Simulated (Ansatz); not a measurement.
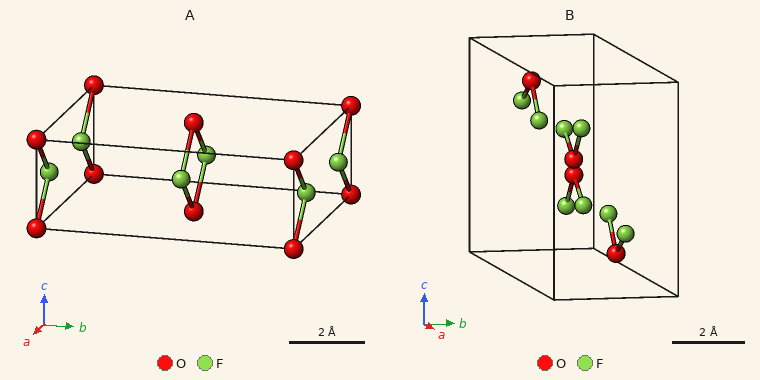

Two structures of OF2, each relaxed to rest (conventional cells in solid outline, small ones repeated, not to one scale). Method: DFT, PBEsol, plane waves, PAW (Ansatz), without spin polarisation.

Question: State the structure in each panel.

Answer: A: 6 atoms a cell on a base-centred orthorhombic lattice, Cmmm. B: 12 atoms a cell on a primitive orthorhombic lattice, Pnma.

Question: Which of the two does the method prefer?

Answer: B is lower, by 543 meV/atom at this level of theory (energies at zero smearing). Volumes: A 16.3, B 19.5 Å³/atom.

One or both may be structure types tried for this composition rather than known phases.
